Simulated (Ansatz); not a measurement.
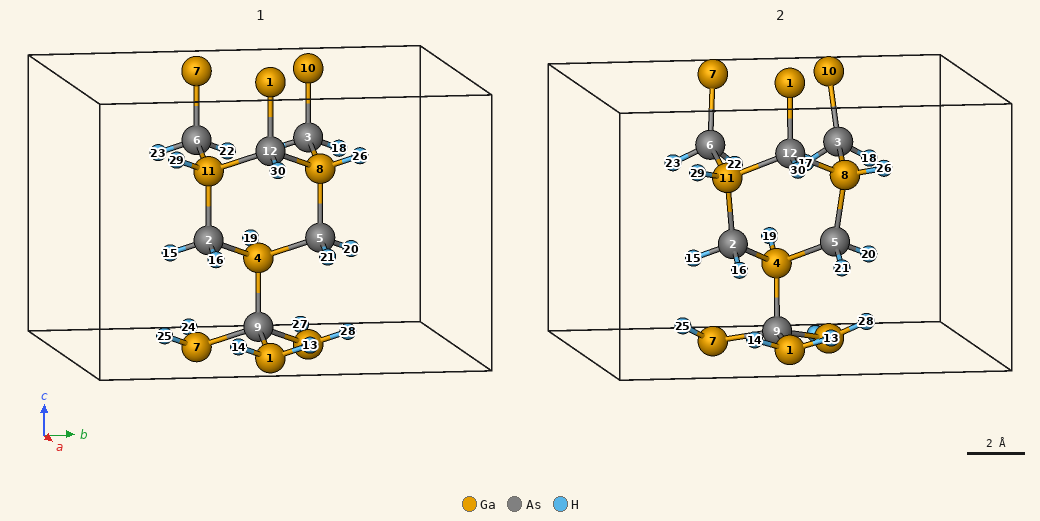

Two geometries of a wire of composition GaAsH3, drawn at one scale. One is the start of a relaxation, the other its converged end. The picture is a ball-and-stick view of the cell of the calculation, with the vacuum cut short, seen slightly off an axis.

These are results of DFT PBEsol, scalar-relativistic, plane waves, PAW in Ansatz 0.2.0, not measurements. (plane-wave cutoff 420 eV; k-point mesh 1 × 1 × 4; occupations gaussian; smearing width 0.05 eV; no spin polarisation; cell relaxed at fixed a, b, alpha, beta, gamma; force threshold 0.02 eV/Å; at most 45 steps)

Q: Which one is relaxed?

A: Structure 2 is the relaxed one. Case: wire along [1 1 1], 12 atoms a period, capped with H. The largest moves relative to the centre of the atoms, 0.63 Å, are those of H17 and H22. By element the largest moves are H 0.63 Å, As 0.48 Å, Ga 0.38 Å. Along the periodic axis the drawn cell goes c 9.800 → 9.483 Å (−3.2 %). Near-neighbour distances that change, for instance: As3–Ga10 2.450 → 2.517 Å, Ga4–As9 2.450 → 2.397 Å, Ga1–As12 2.450 → 2.497 Å, As2–Ga4 2.450 → 2.477 Å. Bond angles that change, for instance: Ga8–As3–Ga10 109.5° → 125.7°, H24–Ga7–H25 109.5° → 124.6°, As9–Ga4–H19 109.5° → 123.9°. Over 11 accepted moves (12 points after the start) the energy falls by 1.252 eV per cell of the calculation. The largest force component goes from 1.1 to 0.02 eV/Å. At 1 point the geometry stayed and the basis and grid were re-selected for the new cell (energy shift of 7.2 meV per cell of the calculation at most each time). Cost: 7.5 min on 4 threads of Arm Neoverse V1 (shared host), peak memory 3.5 GiB.
